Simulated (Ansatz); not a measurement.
**Si6Ge (slab): density, localisation and related maps**

```
CELL_PARAMETERS angstrom
3.84172 0.00000 0.00000
0.00000 3.84172 0.00000
0.00000 0.00000 25.79126
ATOMIC_POSITIONS crystal
Si 0.00000 0.50000 0.32957
Si 0.00000 0.00000 0.38223
Si 0.50000 0.00000 0.43490
Si 0.50000 0.50000 0.48736
Si 0.00000 0.50000 0.54000
Si 0.00000 0.00000 0.59200
Ge 0.50000 0.00000 0.64736
```

The program warned that a starting moment wasn't kept; spin-polarised.

Computed with DFT PBEsol, scalar-relativistic, plane waves, PAW in Ansatz.

Core electrons are frozen (PAW), and the valence fields are smoothed inside the atomic spheres.

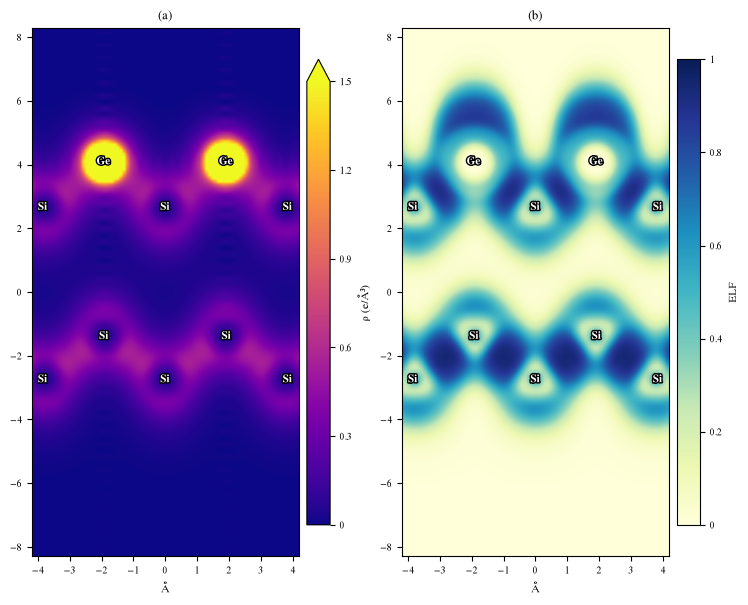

Figure 1. (a) valence charge density (pseudo); (b) electron localisation function on the (010) plane of the calculation cell, a cut from vacuum to vacuum.

### Interpret the plot.

Atoms in the plane: Si and Ge.
Si–Si (2.35 Å): ρ is about 0.54 e/Å³ halfway; the ELF peaks at about 0.95 between the atoms.
Si–Ge (2.39 Å): the density is about 0.53 e/Å³ at the midpoint; the ELF peaks at about 0.90 between the atoms.
The density dies away to nearly zero in the vacuum.
The ELF also peaks beside Ge, away from the bonds: lone-pair regions.

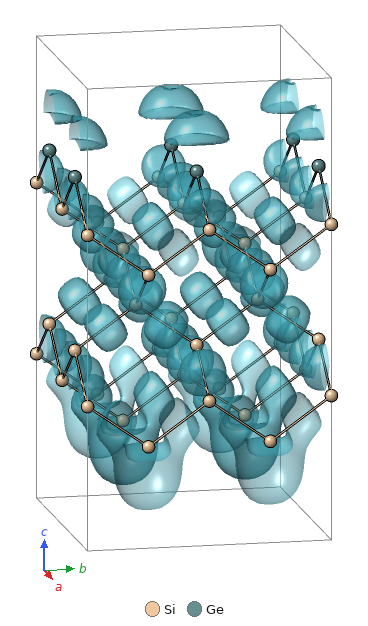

Figure 2. Isosurface of the ELF at 0.75 (cyan), seen slightly off an axis. Core shells and regions of very low density are left out. Sticks mark near contacts.

### Identify the bonds, lone pairs and shells in this picture.

The surface consists of two regions between bonded Ge–Si atoms, eight regions between bonded Si–Si atoms, one region on Si in which the atom's valence shell and bonds are merged and one lobe on Ge, pointing away from the bonds (lone pairs), counted in one cell of 7 atoms. Counts are for one cell; the picture repeats the cell along the surface. Along the contacts the grid gives the following. Si–Si (2.34 Å): the ELF peaks at about 0.95 between the atoms.

### Does the calculation make it a metal, or give it a gap?

It is gapless in this calculation (a metal or semimetal).
